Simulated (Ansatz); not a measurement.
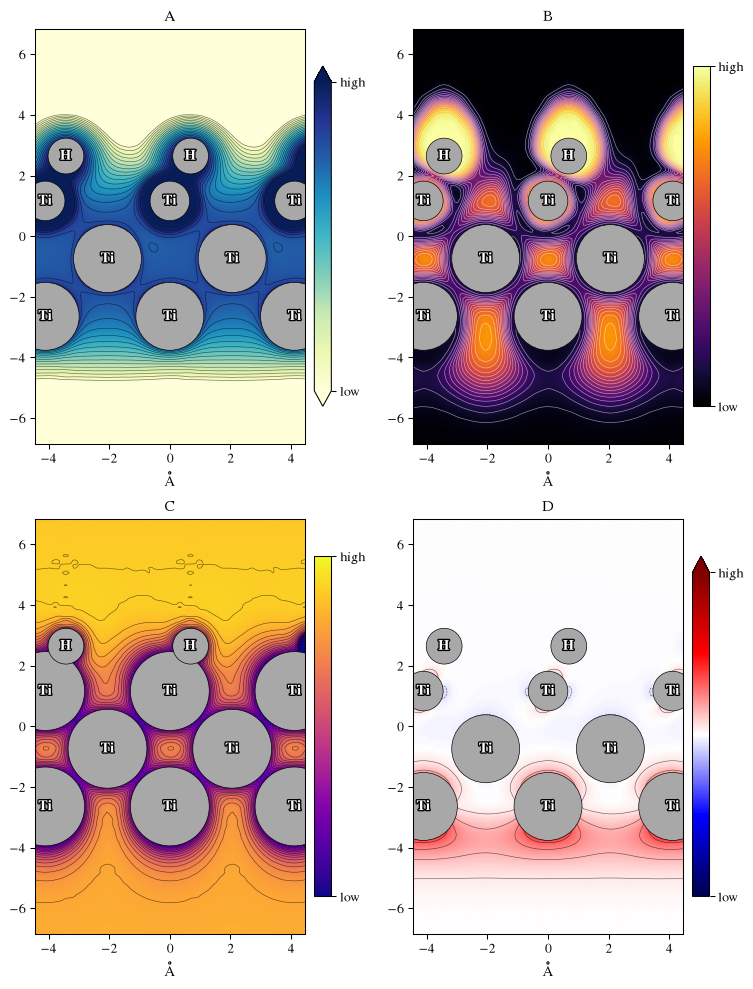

Ti₃H (slab): 4 fields on the (11̄0) plane of the calculation cell, a cut from vacuum to vacuum, with unlabelled colour scales. Grey discs cover the atomic cores.

A point of a scan over the structure, not its minimum; not relaxed (largest force 1.8 eV/Å); the SCF solution may not be the lowest one; PAW files of the earlier set (soft_1); spin-polarised.

Level of theory: DFT PBE, scalar-relativistic, plane waves, PAW (Ansatz 0.2.0).

> Which field does each panel show? The fields are: electron localisation function, electrostatic potential energy of an electron, spin density and valence pseudo-density.

Panel A: valence pseudo-density. Panel B: electron localisation function. Panel C: electrostatic potential energy of an electron (low next to the atoms, rising into the space between them). Panel D: spin density (confined to the magnetic sites and close to zero elsewhere). From the grid: Ti–Ti (2.80 Å): ρ is about 0.22 e/Å³ halfway; the ELF is about 0.20 at the midpoint: no localised pair shows between them.
